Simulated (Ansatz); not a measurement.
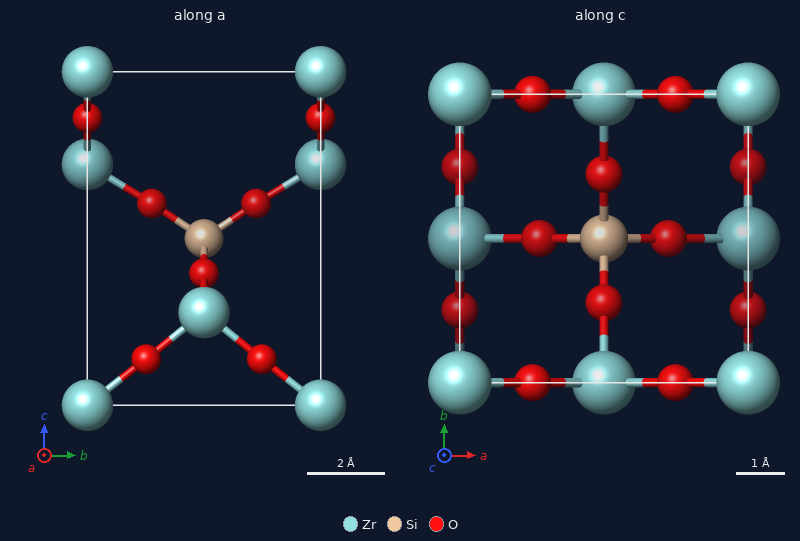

View along the a axis and along the c axis, drawn as a ball-and-stick model. The lines enclose the conventional unit cell; boundary atoms appear with their images.

Zr3SiO8, space group P-4m2 (No. 115), a = 6.11 Å, b = 6.11 Å, c = 8.74 Å, α = 90.00°, β = 90.00°, γ = 90.00°.

The calculation used DFT PBE, scalar-relativistic, plane waves, PAW in Ansatz, with a kinetic-energy cutoff of 420 eV, the zone sampled with 4×4×4 points, no spin polarisation.

Question: What is the band gap, if any?

Answer: An insulator at this level, with a gap of 4.53 eV on the k-mesh (the true edges may lie between mesh points, so the gap can be somewhat smaller).

Question: How large is ε∞?

Answer: ε∞ averages 2.4.

Provenance: a structure type filled with these elements by a generator (whether the compound takes this form wasn't checked). Earlier steps of the study may have refined or changed the cell and positions. It went into a calculation with Ansatz.
